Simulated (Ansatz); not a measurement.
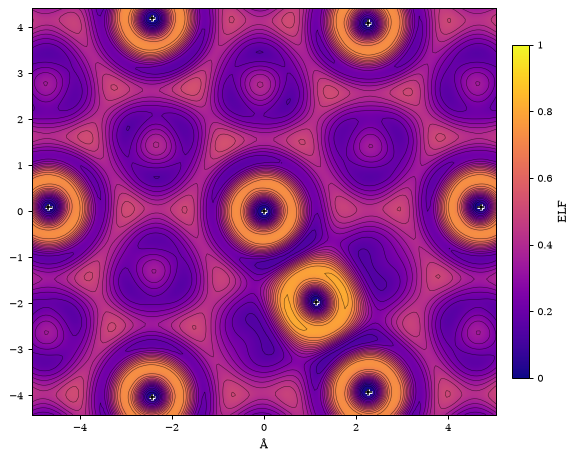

The electron localisation function on a plane through atoms (crosses mark nuclei in the plane).

Level of theory: DFT PBE, scalar-relativistic, plane waves, PAW in Ansatz 0.2.0.

Candidates:
A. Sn₄O₉ (cell with a defect), a = 5.81 Å, b = 5.81 Å, c = 5.81 Å, α = 108.08°, β = 108.08°, γ = 112.29°. 
B. Ta₁₆N (cell with a defect), a = 6.64 Å, b = 6.64 Å, c = 6.64 Å, α = 90.00°, β = 90.00°, γ = 90.00°. Computed without spin polarisation.
C. SiO₂, a = 5.08 Å, b = 5.08 Å, c = 7.10 Å, α = 90.00°, β = 90.00°, γ = 90.00°. Space group P4₁2₁2.

Q: Which candidate gave the map?

A: Candidate B: Ta₁₆N on the (111) plane of the calculation cell, which holds Ta and N. Ta–N (2.27 Å): the ELF peaks at about 0.80 in the valence shell of N, 0.7 Å from its nucleus, and is about 0.15 at the midpoint: no shared electron pair shows on this line.
